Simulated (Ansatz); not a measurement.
Cu (2 atoms in the cell), run with Ansatz.

```
crystal:
  lattice:
    - [2.4855944055, 0.0, 0.0]
    - [-1.2427972027, 2.1525878986, 0.0]
    - [0.0, 0.0, 4.0712486425]
  atoms:
    - { symbol: Cu, position: [0.6666666667, 0.3333333333, 0.75] }
    - { symbol: Cu, position: [0.3333333333, 0.6666666667, 0.25] }
basis:
  ecutwfc: 420
kpoints:
  mp_grid: { grid: [24, 24, 14] }
hamiltonian:
  xc: pbe
scf:
  occupations: { method: gaussian, width: 0.1 }
  mixing: { algorithm: broyden, beta: 1.0, ndim: 1, preconditioner: none }
  max_iter: 100
output:
  forces: true
  eigenvalues: true
  stress: true
```

Command:
```bash
ansatz run input.yaml --threads 1 --pin off --max-ram 2560MiB --backend cpu --events-out ev --progress --plain --runs-dir out
```

Will this run converge, and how?

The run converged; it took 5 iterations. The residual comes down, with one marked jump up, by a factor of about 3, at step 3. The input holds an odd setting (mixing far too strong). The SCF closed; whether the result suffers can't be told from this run alone.

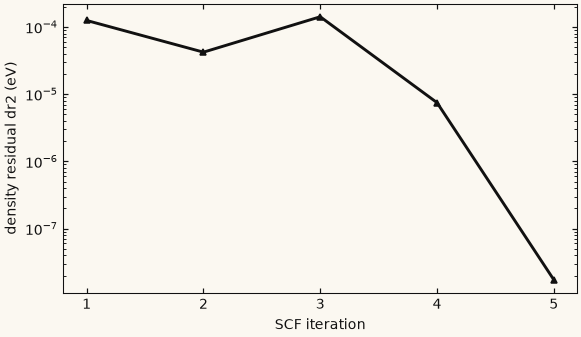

SCF iterations of a calculation: density residual dr2. The starting density is a sum of atomic densities corrected by a trained network, so the first residual is already small.
